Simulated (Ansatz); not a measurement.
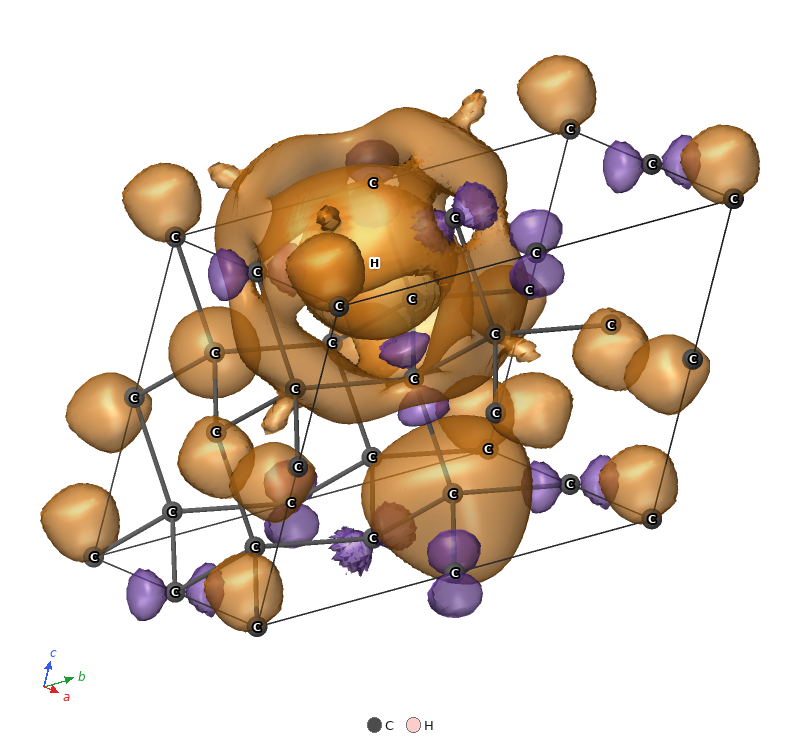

Figure 1: HC$_{16}$ (cell with a defect). Isosurfaces of the spin density at +0.008 (orange) and −0.008 e/Å³ (purple), seen slightly off an axis. Sticks mark near contacts.

Spin-polarised.

All numbers below come from DFT PBE, scalar-relativistic, plane waves, PAW in Ansatz.

### Describe the spin distribution.

The spin density sits on H: +0.4 μB in one cell of 17 atoms, with smaller moments on other sites: C (up to +0.09 μB): with much of the spin spread outside that site. The cell of the calculation (17 atoms) carries 0.9 μB of net spin moment.
